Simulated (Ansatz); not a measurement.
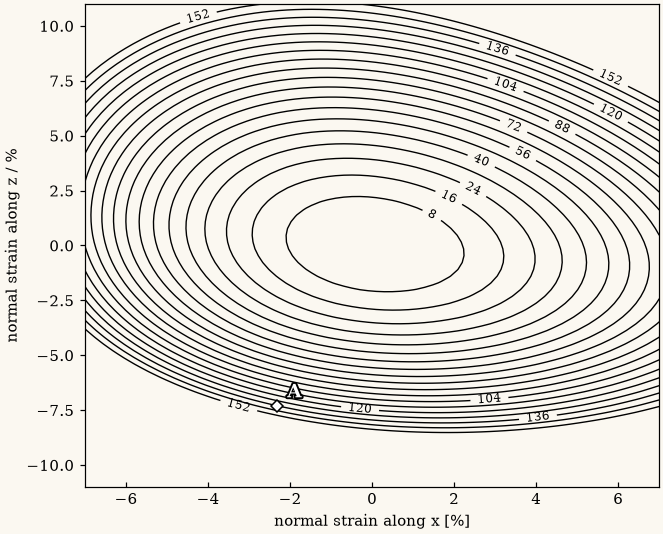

ZrB (Fm-3m, No. 225; 2 atoms in the cell). The energy is mapped over two homogeneous strains (x, y and z along the cube axes). Coordinates scanned: (1) normal strain along x; (2) normal strain along z. Nothing is relaxed (symmetry fixes all fractional coordinates). The scan uses a 7 × 7 grid. Points are written as (first, second). Energies are in meV/atom, from the lowest grid point. Theory: DFT LDA, scalar-relativistic, plane waves, PAW (Ansatz). Settings: cutoff 520 eV, k-mesh 16×16×16, gaussian smearing 0.15 eV, no spin polarisation.

Drawn: contour lines labelled in meV/atom (none above 152), the point A. Between grid points the surface is interpolated.

Which way does the force act at A, and how strong is it?

A, at (−2.33 %, −7.3 %), is not a stationary point. The computed force is 15 meV/atom for each 1 % towards larger values of normal strain along x and 35 meV/atom for each 1 % towards larger values of normal strain along z.
